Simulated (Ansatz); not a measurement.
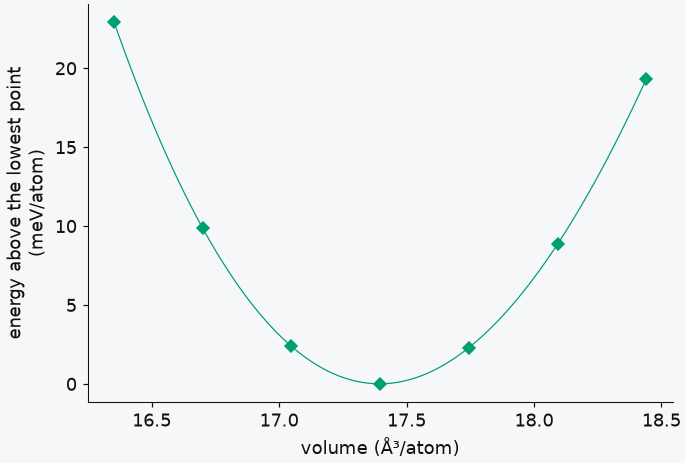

The picture above shows the energy above the lowest point against volume for Ti, space group Fm-3m (No. 225) (one of a set of cubic test structures, which need not be the stable phase).

How it was computed, with Ansatz 0.2.0 development build: equation of state of a cubic crystal from periodic Kohn-Sham density functional theory without spin, third-order Birch-Murnaghan fit to the free energies; pressure corrected for the finite basis. Level: PBE.

| setting | value |
| --- | --- |
| structure type | fcc |
| atoms in cell | 1 |
| space group number | 225 |
| lattice centring | face-centred primitive |
| k mesh | 16×16×16 |
| occupation method | Fermi–Dirac |
| occupation width | 0.06123 eV |
| wave cutoff | 420 eV |
| datasets | soft-1 PAW |
| density tolerance | 1e−07 eV |
| bands | 10 |
| density cutoff ratio | 4 |
| search for lower states | default |

How stiff is the solid, and where is its volume at rest?

A third-order Birch–Murnaghan fit gives V0 = 17.39 Å³/atom, B0 = 107 GPa and B′ = 3.5.

Caveats: cubic model structure, not the ambient form; modest k-mesh, values are not fully converged in k.
